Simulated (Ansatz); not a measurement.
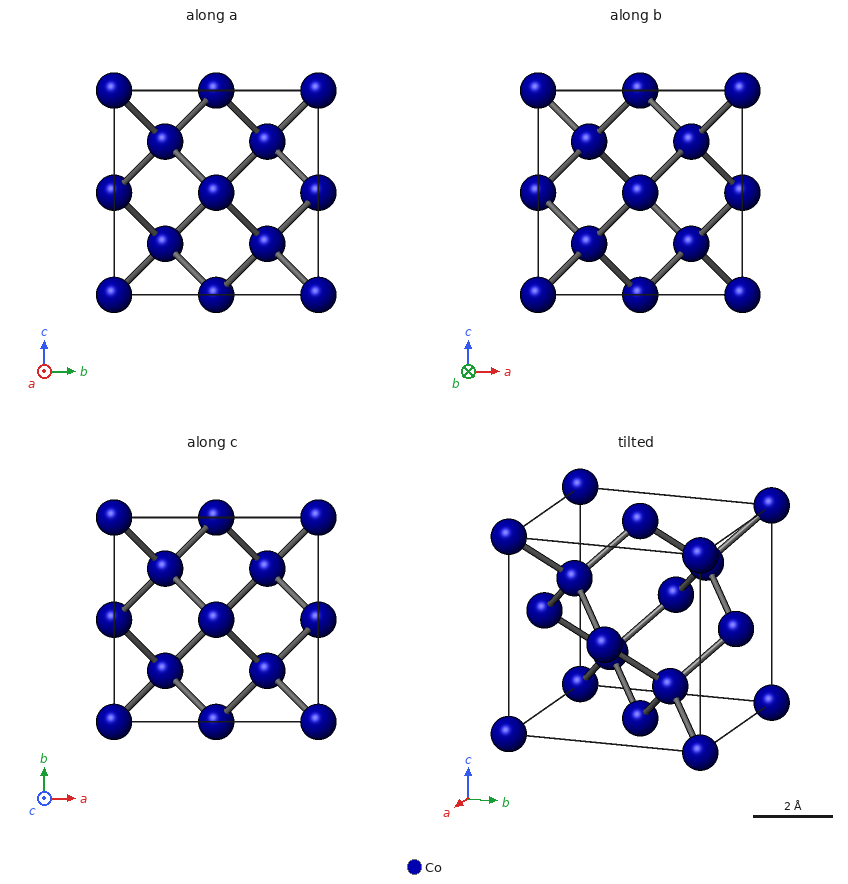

The figure gives a ball-and-stick picture of the atoms, viewed along the a axis, along the b axis, along the c axis and slightly off an axis. One conventional unit cell is outlined, and atoms on its boundary appear in each equivalent place.

Lattice parameters: a = 5.2242 Å, b = 5.2242 Å, c = 5.2242 Å, α = 90.000°, β = 90.000°, γ = 90.000°.

> Turn the picture into a CIF with its space group and independent sites.

```cif
data_structure
_symmetry_space_group_name_H-M 'F d -3 m :1'
_symmetry_Int_Tables_number 227
_cell_length_a 5.2242
_cell_length_b 5.2242
_cell_length_c 5.2242
_cell_angle_alpha 90.000
_cell_angle_beta 90.000
_cell_angle_gamma 90.000
_cell_volume 142.58
loop_
_atom_site_label
_atom_site_type_symbol
_atom_site_symmetry_multiplicity
_atom_site_Wyckoff_symbol
_atom_site_fract_x
_atom_site_fract_y
_atom_site_fract_z
_atom_site_occupancy
Co1 Co 8 a 0.2500 0.7500 0.7500 1
```

The structure was taken from a structure type filled with this element by a generator (whether the element takes this form wasn't checked). Earlier steps of the study may have refined or changed the cell and positions. It went into a calculation with Ansatz.
